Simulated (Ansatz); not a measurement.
# Rh(100) / 3 layers Cu(100) / Rh(100): resistance against film thickness, part 2 of 2

How does the resistance across the layers grow with the film in Rh(100) / 3 layers Cu(100) / Rh(100)?

Ansatz 0.2.0; Ansatz plane-wave DFT, LDA, PAW files; ballistic transport by layer matching (Landauer), zero bias.

So far. Step 2 (With 3 layers): The lead's potential steps by 7.2 meV from period to period, small in itself. The program estimates the junction's conductance to 4.7 % from the k-mesh, 0.9 % from the leads' distance from neutral and 4 % from their steps. Step 3 (With 5 layers, film layers 5): The conductance of the junction is 7.8e14 S/m², 5.9 % under the 8.3e14 S/m² of the last finished run, no more than the error estimates, leads' steps apart, of 4.7 and 5.4 % together.

## Step 4: With 6 layers, k-mesh 14×14×1, film layers 6

The stack now holds 6 film layers; the k-mesh follows the cell, and the energies span -0.27 to 0.27 eV.

System of this step: Rh(100) / 6 layers Cu(100) / Rh(100). The cell holds 14 atoms: 8 Rh and 6 Cu. Cell: a = 2.689 Å, b = 2.689 Å, c = 25.011 Å, α = 90.0°, β = 90.0°, γ = 90.0°. It derives from Rh and Cu. Regions: lead, 8 atoms (8 Rh); films, 6 atoms (6 Cu). The structure is stacked along c, and the current runs across the ab planes.

File input.yaml:

```yaml
crystal:
  lattice:
    - [2.6891977995, 0.0, 0.0]
    - [0.0, 2.6891977995, 0.0]
    - [0.0, 0.0, 25.0108245548]
  atoms:
    - { symbol: Rh, position: [0.0, 0.0, 0.0380145404] }
    - { symbol: Rh, position: [0.5, 0.5, 0.1140436211] }
    - { symbol: Rh, position: [0.0, 0.0, 0.1900727019] }
    - { symbol: Rh, position: [0.5, 0.5, 0.2661017827] }
    - { symbol: Cu, position: [0.0, 0.0, 0.3367636025] }
    - { symbol: Cu, position: [0.5, 0.5, 0.4020581615] }
    - { symbol: Cu, position: [0.0, 0.0, 0.4673527205] }
    - { symbol: Cu, position: [0.5, 0.5, 0.5326472795] }
    - { symbol: Cu, position: [0.0, 0.0, 0.5979418385] }
    - { symbol: Cu, position: [0.5, 0.5, 0.6632363975] }
    - { symbol: Rh, position: [0.0, 0.0, 0.7338982173] }
    - { symbol: Rh, position: [0.5, 0.5, 0.8099272981] }
    - { symbol: Rh, position: [0.0, 0.0, 0.8859563789] }
    - { symbol: Rh, position: [0.5, 0.5, 0.9619854596] }
kpoints:
  mp_grid: { grid: [14, 14, 1] }
hamiltonian:
  xc: lda
scf:
  occupations: { method: fermi_dirac, width: 0.1 }
output:
  transmission:
    leads: [[0, 1]]
    kmesh: [28, 28]
    e_range: [-0.27, 0.27]
    de: 0.036
  write_potential: true
  write_density: true
  volumetric_format: npy
```

The run is started by

```sh
$ ansatz run input.yaml --threads 4 --pin off --max-ram 8192MiB --backend cpu --events-out ev --progress --plain --runs-dir out
```

Numbers of over 12 decimals in the logs are rounded to 6 here.

What it wrote:

```text
[...]
Crystal: 14 atoms, lattice volume = 180.873 Å³
Basis set: ecut = 420 eV, 3583 PW (Γ)
Bands: 150, of which v1, the nominal top of the filled ones, is band 125 counted from 1 (124 counted from 0)
Symmetry: 16 space group operations
[...]
k-points: 36 of 196
[...]
--- Transmission ---
  basis      : 69 plane waves across, 41 finite elements along
  points     : 120, standing for a mesh of 28 x 28
[...]
filled         : 14.4 meV under the level at which it is neutral
    channels       : 2.219388e0 a spin
[...]
slowest decay  : 0.0130 /Å at (0.4286, 0.2857)
  junction   : crystal 0 to crystal 0, 0.70 to 23.81 Å
    transmission   : 6.914020e-1 a spin
[...]
resistance     : 9.2939e-4 Ω µm² beyond half of each lead's own
[key lines of the parts left out:]
SCF converged after 12 iterations
Free energy (F): -89563.103523 eV
Fermi energy:    19.758359 eV
```

Elapsed: 1.7 min, on 4 threads of Arm Neoverse V1, shared host; peak memory 1.2 GiB; 6.2 min of CPU time.

Numbers from this step:

```
free energy                                                                : -89563.1035 eV
energy at zero smearing                                                    : -89562.8910 eV
Fermi energy                                                               : 19.76 eV
step of the lead's potential                                               : 7.9 meV
estimated errors of the lead's conductance                                 : 0, 3.4, 0.6 % (band edges, k-mesh, distance from neutral)
lead conductance per cell                                                  : 2.210 G₀
conductance of the junction                                                : 7.40e14 S/m²
junction conductance per cell                                              : 0.6905 G₀
estimated errors of the junction's conductance                             : 0.1, 0, 6.5, 95.4, 1.3 % (energy step, band edges, k-mesh, leads' steps, distance from neutral)
area resistance that the stack adds (contact term taken off, spin by spin) : 0.9294 fΩ m²
```

Per spin. Transmission, zone mean against energy, zero at the Fermi level:

| energy (eV) | transmission, zone mean |
| --- | --- |
| -0.270 | 0.617 |
| -0.234 | 0.621 |
| -0.198 | 0.641 |
| -0.162 | 0.631 |
| -0.126 | 0.649 |
| -0.090 | 0.654 |
| -0.054 | 0.674 |
| -0.018 | 0.671 |
| 0.018 | 0.691 |
| 0.054 | 0.730 |
| 0.090 | 0.755 |
| 0.126 | 0.784 |
| 0.162 | 0.779 |
| 0.198 | 0.763 |
| 0.234 | 0.742 |
| 0.270 | 0.760 |

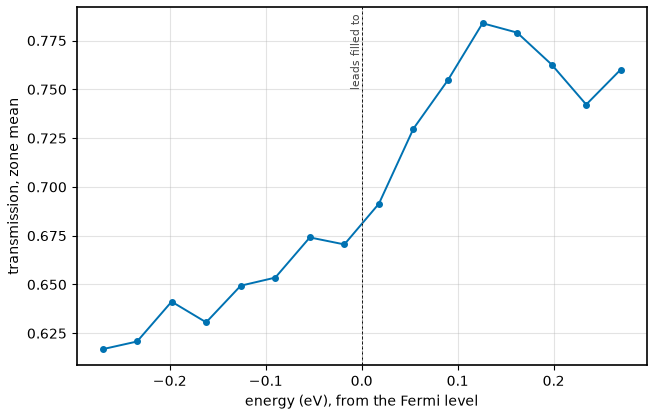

Transmission, zone mean against energy.

The conductance of the junction is 7.4e14 S/m², 5.5 % under the 7.8e14 S/m² of the last finished run, within the error estimates, leads' steps apart, of 5.4 and 6.5 %. The estimate from the leads' steps, 95 %, is larger still.

## Step 5: With 8 layers, k-mesh 14×14×1, film layers 8

The stack now holds 8 film layers; the k-mesh follows the cell, and the energies span -0.27 to 0.27 eV.

System of this step: Rh(100) / 8 layers Cu(100) / Rh(100). The cell holds 16 atoms: 8 Rh and 8 Cu. Cell: a = 2.689 Å, b = 2.689 Å, c = 28.277 Å, α = 90.0°, β = 90.0°, γ = 90.0°. It derives from Rh and Cu. Regions: lead, 8 atoms (8 Rh); films, 8 atoms (8 Cu). The structure is stacked along c, and the current runs across the ab planes.

input.yaml, the sections that differ from step 4:

```yaml
crystal:
  lattice:
    - [2.6891977995, 0.0, 0.0]
    - [0.0, 2.6891977995, 0.0]
    - [0.0, 0.0, 28.276966073]
  atoms:
    - { symbol: Rh, position: [0.0, 0.0, 0.0336236567] }
    - { symbol: Rh, position: [0.5, 0.5, 0.1008709701] }
    - { symbol: Rh, position: [0.0, 0.0, 0.1681182835] }
    - { symbol: Rh, position: [0.5, 0.5, 0.235365597] }
    - { symbol: Cu, position: [0.0, 0.0, 0.297865597] }
    - { symbol: Cu, position: [0.5, 0.5, 0.3556182835] }
    - { symbol: Cu, position: [0.0, 0.0, 0.4133709701] }
    - { symbol: Cu, position: [0.5, 0.5, 0.4711236567] }
    - { symbol: Cu, position: [0.0, 0.0, 0.5288763433] }
    - { symbol: Cu, position: [0.5, 0.5, 0.5866290299] }
    - { symbol: Cu, position: [0.0, 0.0, 0.6443817165] }
    - { symbol: Cu, position: [0.5, 0.5, 0.702134403] }
    - { symbol: Rh, position: [0.0, 0.0, 0.764634403] }
    - { symbol: Rh, position: [0.5, 0.5, 0.8318817165] }
    - { symbol: Rh, position: [0.0, 0.0, 0.8991290299] }
    - { symbol: Rh, position: [0.5, 0.5, 0.9663763433] }
# kpoints, hamiltonian, scf, output: as in step 4
```

What it wrote:

```text
[...]
Crystal: 16 atoms, lattice volume = 204.493 Å³
Basis set: ecut = 420 eV, 4043 PW (Γ)
Bands: 173, of which v1, the nominal top of the filled ones, is band 144 counted from 1 (143 counted from 0)
Symmetry: 16 space group operations
[...]
k-points: 36 of 196
[...]
--- Transmission ---
  basis      : 69 plane waves across, 45 finite elements along
  points     : 120, standing for a mesh of 28 x 28
[...]
filled         : 17.3 meV under the level at which it is neutral
    channels       : 2.214286e0 a spin
[...]
slowest decay  : 0.0134 /Å at (0.4286, 0.2857)
  junction   : crystal 0 to crystal 0, 0.70 to 27.07 Å
    transmission   : 7.152951e-1 a spin
[...]
resistance     : 9.1010e-4 Ω µm² beyond half of each lead's own
[key lines of the parts left out:]
SCF converged after 12 iterations
Free energy (F): -102674.431074 eV
Fermi energy:    19.356899 eV
```

Run time: 2 min. Hardware: 4 threads; peak memory 1.5 GiB.

This step gave:

| Item | Value |
| --- | --- |
| free energy | -102674.4311 eV |
| energy at zero smearing | -102674.2071 eV |
| Fermi energy | 19.36 eV |
| step of the lead's potential | 7.3 meV |
| estimated errors of the lead's conductance | 0, 3.5, 0.7 % (band edges, k-mesh, distance from neutral) |
| lead conductance per cell | 2.208 G₀ |
| conductance of the junction | 7.50e14 S/m² |
| junction conductance per cell | 0.7003 G₀ |
| estimated errors of the junction's conductance | 0.2, 0.1, 5.8, 3.9, 1.8 % (energy step, band edges, k-mesh, leads' steps, distance from neutral) |
| area resistance that the stack adds (contact term taken off, spin by spin) | 0.9101 fΩ m² |

Per spin. Table of transmission, zone mean by energy, zero at the Fermi level:

| energy (eV) | transmission, zone mean |
| --- | --- |
| -0.270 | 0.609 |
| -0.234 | 0.637 |
| -0.198 | 0.625 |
| -0.162 | 0.652 |
| -0.126 | 0.688 |
| -0.090 | 0.678 |
| -0.054 | 0.660 |
| -0.018 | 0.678 |
| 0.018 | 0.715 |
| 0.054 | 0.748 |
| 0.090 | 0.769 |
| 0.126 | 0.776 |
| 0.162 | 0.761 |
| 0.198 | 0.748 |
| 0.234 | 0.748 |
| 0.270 | 0.739 |

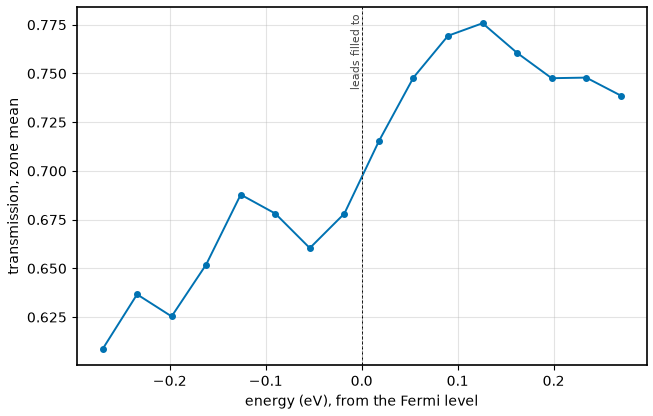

Transmission, zone mean against energy.

The conductance of the junction is 7.5e14 S/m², 1.4 % over the 7.4e14 S/m² of the last finished run, within the error estimates, leads' steps apart, of 6.5 and 5.8 %.

## Step 6: With 10 layers, k-mesh 14×14×1, film layers 10

The stack now holds 10 film layers; the k-mesh follows the cell, and the energies span -0.27 to 0.27 eV.

System of this step: Rh(100) / 10 layers Cu(100) / Rh(100). The cell holds 18 atoms: 8 Rh and 10 Cu. Cell: a = 2.689 Å, b = 2.689 Å, c = 31.543 Å, α = 90.0°, β = 90.0°, γ = 90.0°. It derives from Rh and Cu. Regions: lead, 8 atoms (8 Rh); films, 10 atoms (10 Cu). The structure is stacked along c, and the current runs across the ab planes.

input.yaml, the sections that differ from step 5:

```yaml
crystal:
  lattice:
    - [2.6891977995, 0.0, 0.0]
    - [0.0, 2.6891977995, 0.0]
    - [0.0, 0.0, 31.5431075913]
  atoms:
    - { symbol: Rh, position: [0.0, 0.0, 0.030142084] }
    - { symbol: Rh, position: [0.5, 0.5, 0.0904262521] }
    - { symbol: Rh, position: [0.0, 0.0, 0.1507104202] }
    - { symbol: Rh, position: [0.5, 0.5, 0.2109945883] }
    - { symbol: Cu, position: [0.0, 0.0, 0.2670230051] }
    - { symbol: Cu, position: [0.5, 0.5, 0.3187956706] }
    - { symbol: Cu, position: [0.0, 0.0, 0.3705683362] }
    - { symbol: Cu, position: [0.5, 0.5, 0.4223410017] }
    - { symbol: Cu, position: [0.0, 0.0, 0.4741136672] }
    - { symbol: Cu, position: [0.5, 0.5, 0.5258863328] }
    - { symbol: Cu, position: [0.0, 0.0, 0.5776589983] }
    - { symbol: Cu, position: [0.5, 0.5, 0.6294316638] }
    - { symbol: Cu, position: [0.0, 0.0, 0.6812043294] }
    - { symbol: Cu, position: [0.5, 0.5, 0.7329769949] }
    - { symbol: Rh, position: [0.0, 0.0, 0.7890054117] }
    - { symbol: Rh, position: [0.5, 0.5, 0.8492895798] }
    - { symbol: Rh, position: [0.0, 0.0, 0.9095737479] }
    - { symbol: Rh, position: [0.5, 0.5, 0.969857916] }
# kpoints, hamiltonian, scf, output: as in step 5
```

What it wrote:

```text
[...]
Crystal: 18 atoms, lattice volume = 228.113 Å³
Basis set: ecut = 420 eV, 4525 PW (Γ)
Bands: 196, of which v1, the nominal top of the filled ones, is band 163 counted from 1 (162 counted from 0)
Symmetry: 16 space group operations
[...]
k-points: 36 of 196
[...]
--- Transmission ---
  basis      : 69 plane waves across, 49 finite elements along
  points     : 120, standing for a mesh of 28 x 28
[...]
filled         : 16.6 meV under the level at which it is neutral
    channels       : 2.214286e0 a spin
[...]
slowest decay  : 0.0133 /Å at (0.4286, 0.2857)
  junction   : crystal 0 to crystal 0, 0.70 to 30.34 Å
    transmission   : 7.007635e-1 a spin
[...]
resistance     : 9.0664e-4 Ω µm² beyond half of each lead's own
[key lines of the parts left out:]
SCF converged after 12 iterations
Free energy (F): -115785.769039 eV
Fermi energy:    19.052466 eV
```

Wall time 2.3 min (4 threads); peak memory 1.8 GiB.

This step gave:

- free energy: -115785.7690 eV
- energy at zero smearing: -115785.5313 eV
- Fermi energy: 19.05 eV
- step of the lead's potential: 7.6 meV
- lead conductance per cell: 2.209 G₀
- conductance of the junction: 7.52e14 S/m²
- junction conductance per cell: 0.7022 G₀
- estimated errors of the junction's conductance: 0.3, 0.2, 6, 50.2, 0.7 % (energy step, band edges, k-mesh, leads' steps, distance from neutral)
- area resistance that the stack adds (contact term taken off, spin by spin): 0.9066 fΩ m²

Per spin. Transmission, zone mean against energy, zero at the Fermi level:

| energy (eV) | transmission, zone mean |
| --- | --- |
| -0.270 | 0.619 |
| -0.234 | 0.632 |
| -0.198 | 0.623 |
| -0.162 | 0.648 |
| -0.126 | 0.657 |
| -0.090 | 0.664 |
| -0.054 | 0.687 |
| -0.018 | 0.703 |
| 0.018 | 0.701 |
| 0.054 | 0.724 |
| 0.090 | 0.726 |
| 0.126 | 0.739 |
| 0.162 | 0.741 |
| 0.198 | 0.747 |
| 0.234 | 0.739 |
| 0.270 | 0.734 |

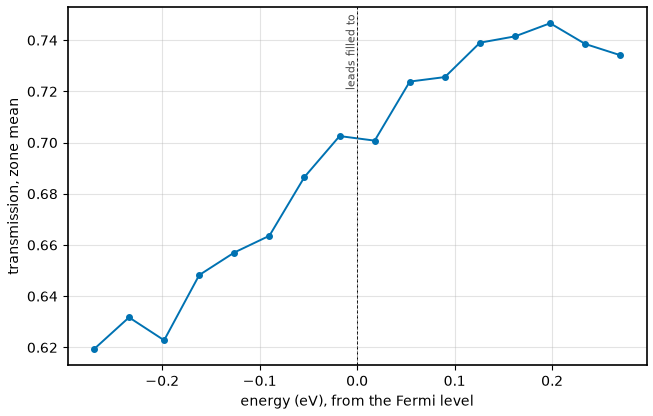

Transmission, zone mean against energy.

The conductance of the junction is 7.5e14 S/m², 0.27 % over the 7.5e14 S/m² of the last finished run, within the error estimates, leads' steps apart, of 5.8 and 6 %. The estimate from the leads' steps, 50 %, is larger still.

## Step 7: Cost and result by level

Times are for 4 threads of Arm Neoverse V1, shared host. The series side by side:

| no. | film layers | area resistance that the stack adds (contact term taken off, spin by spin) (fΩ m²) | conductance of the junction (S/m²) | time | memory (GiB) |
| --- | --- | --- | --- | --- | --- |
| 1 | 3 | 0.7788 | 8.32e14 | 5.4 min | 1.5 |
| 2 | 5 | 0.8541 | 7.83e14 | 3.3 min | 2.0 |
| 3 | 6 | 0.9294 | 7.40e14 | 1.7 min | 1.2 |
| 4 | 8 | 0.9101 | 7.50e14 | 2 min | 1.5 |
| 5 | 10 | 0.9066 | 7.52e14 | 2.3 min | 1.8 |

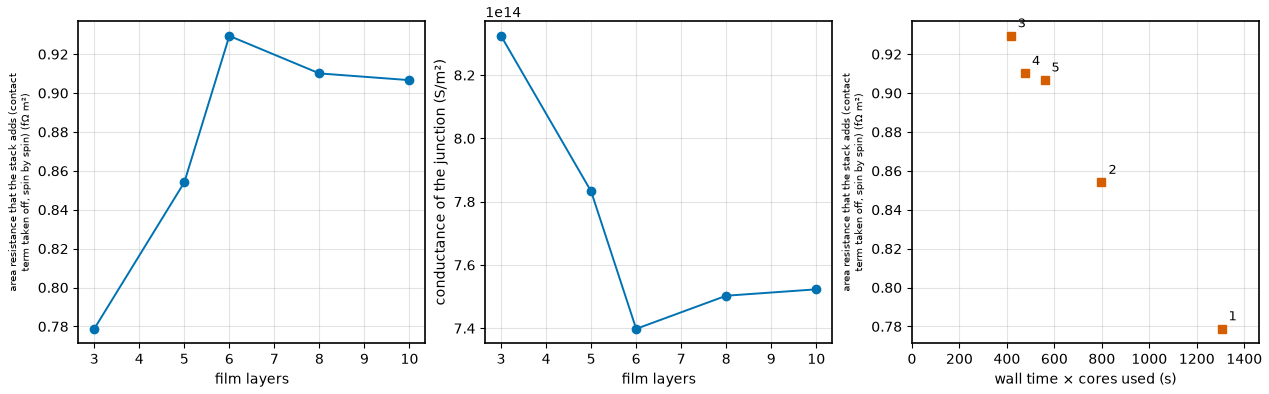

The series as plots; the last panel sets the first result against cost, with the runs numbered as in the table.

## Step 8: With 5 layers

This step: Ansatz plane-wave DFT, LDA, PAW files; ballistic transport by layer matching (Landauer), zero bias; changed: output.transmission.temperature = 0.5, scf.max_iter = 50 (Ansatz 0.2.0).

System of this step: Rh(100) / 5 layers Cu(100) / Rh(100). The cell holds 13 atoms: 8 Rh and 5 Cu. Its edges and angles: a = 2.689 Å, b = 2.689 Å, c = 23.455 Å, α = 86.7°, β = 86.7°, γ = 90.0°. It derives from Rh and Cu. Regions: lead, 8 atoms (8 Rh); films, 5 atoms (5 Cu). The structure is stacked along c, and the current runs across the ab planes.

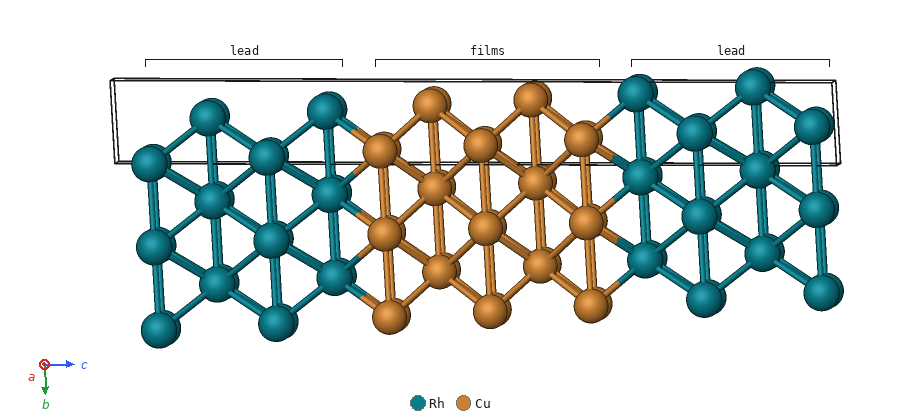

The cell of this step (rhodium blue, copper orange). 2×3×1 cells are drawn.

File input.yaml:

```yaml
crystal:
  lattice:
    - [2.6891977995, 0.0, 0.0]
    - [0.0, 2.6891977995, 0.0]
    - [1.3445988998, 1.3445988998, 23.3777537956]
  atoms:
    - { symbol: Rh, position: [0.9796649625, 0.9796649625, 0.040670075] }
    - { symbol: Rh, position: [0.4389948875, 0.4389948875, 0.122010225] }
    - { symbol: Rh, position: [0.8983248125, 0.8983248125, 0.203350375] }
    - { symbol: Rh, position: [0.3576547375, 0.3576547375, 0.2846905249] }
    - { symbol: Cu, position: [0.81985576, 0.81985576, 0.3602884799] }
    - { symbol: Cu, position: [0.28492788, 0.28492788, 0.43014424] }
    - { symbol: Cu, position: [0.75, 0.75, 0.5] }
    - { symbol: Cu, position: [0.21507212, 0.21507212, 0.56985576] }
    - { symbol: Cu, position: [0.68014424, 0.68014424, 0.6397115201] }
    - { symbol: Rh, position: [0.1423452625, 0.1423452625, 0.7153094751] }
    - { symbol: Rh, position: [0.6016751875, 0.6016751875, 0.796649625] }
    - { symbol: Rh, position: [0.0610051125, 0.0610051125, 0.877989775] }
    - { symbol: Rh, position: [0.5203350375, 0.5203350375, 0.959329925] }
kpoints:
  mp_grid: { grid: [14, 14, 2] }
hamiltonian:
  xc: lda
scf:
  occupations: { method: fermi_dirac, width: 0.1 }
  max_iter: 50
output:
  transmission:
    leads: [[0, 1]]
    kmesh: [28, 28]
    e_range: [-0.27, 0.27]
    de: 0.036
    temperature: 0.5
  write_potential: true
  write_density: true
  volumetric_format: npy
```

What it wrote:

```text
Error: invalid value for `output.transmission.temperature`: must be finite and ≥ 1.2; got 0.5 K
```

Elapsed: 0.12 s, on 4 threads; peak memory 0.086 GiB.

The program refused the input before any cycle.

The program's message: “Error: invalid value for `output.transmission.temperature`: must be finite and ≥ 1.2; got 0.5 K”

The change that led to it: output.transmission.temperature = 0.5.

## Step 9: Results

* area resistance, 3 layers: 0.779 fΩ m²
* area resistance, 5 layers: 0.854 fΩ m²
* area resistance, 6 layers: 0.929 fΩ m²
* area resistance, 8 layers: 0.910 fΩ m²
* area resistance, 10 layers: 0.907 fΩ m²

The stack adds 0.78 fΩ m² with 3 layers and 0.91 fΩ m² with 10. From 5 layers on no step exceeds the two runs' error estimates together, as expected where only the two interfaces scatter; half the mean, 0.45 fΩ m², is a rough coherent figure for one interface. Atoms sit on ideal sites and aren't relaxed. The program's estimate of the error from the leads' steps alone runs to 95 %, although the steps are small; only longer leads would test it. Cu(100) is stretched by 5.2 % in plane to fit Rh(100), at its own atomic volume.

[Logs are printed without paths, hosts, clocks, repeated set-up lines and the standing remarks that a program may print on its own settings, such as how far it seeks lower states.]

[Hosts, paths, dates, database ids (printed as entryN), source tags and the programs' standing remarks are cut or masked in the printed files.]
